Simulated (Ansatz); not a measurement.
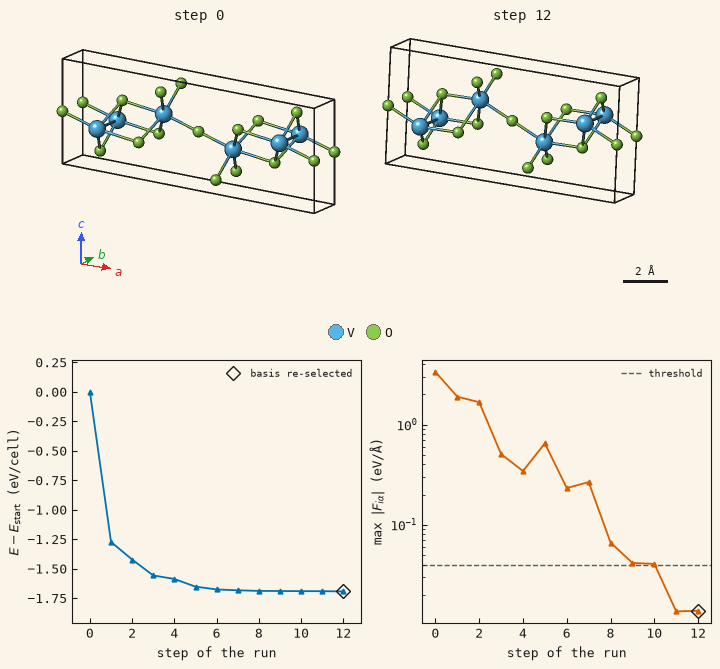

First and last geometry of a relaxation of a crystal of V₂O₅ (built on the database_12 type) (coarse preliminary run), with the history of the run. A ball-and-stick model of the conventional cell (2 times the calculation's cell), seen slightly off an axis. Lengths and directions refer to the drawn axes.

Case: structure reported for this formula (C2/m, No. 12).

Theory: DFT r2SCAN, scalar-relativistic, plane waves, PAW (Ansatz). (plane-wave cutoff 500 eV; k-point mesh 6 × 6 × 4; occupations gaussian; smearing width 0.1 eV; no spin polarisation; cell and atoms relaxed; force threshold 0.04 eV/Å; at most 70 steps)

> Read the history and describe the run.

It converged. Over 11 accepted moves (12 points after the start) the energy falls by 1.692 eV per cell of the calculation. Largest force component: 3.3 eV/Å at the start, 0.014 eV/Å at the end. The pressure goes from −24.70 to 0.19 GPa. The SCF was repeated once at an unchanged geometry on a basis and grid sized afresh for the cell, which shifted the energy by 2.1 meV per cell of the calculation at most. The largest moves relative to the cell, 0.23 Å, are those of O atoms. By element the largest moves are O 0.23 Å, V 0.18 Å. The drawn cell changes as follows: a 12.170 → 11.032 Å (−9.4 %), b 2.990 → 2.871 Å (−4.0 %), c 4.830 → 5.372 Å (+11.2 %), β 98.3° → 94.2°; the volume changes by −2.4 %. Among the contacts that change: O–V 2.055 → 1.828 Å, O–V 1.962 → 1.781 Å, V–V 2.990 → 2.871 Å, V–V 3.148 → 3.032 Å. Bond angles that change, for instance: V–O–V 99.3° → 107.4°, V–O–V 96.0° → 88.9°. The space group stays C2/m (No. 12). Cost: 4.7 min on 1 thread of Arm Neoverse V2, with other jobs on the host, peak memory 0.62 GiB.

Limits of the set-up: layers or molecules are held without a dispersion correction, so their spacing is unreliable.
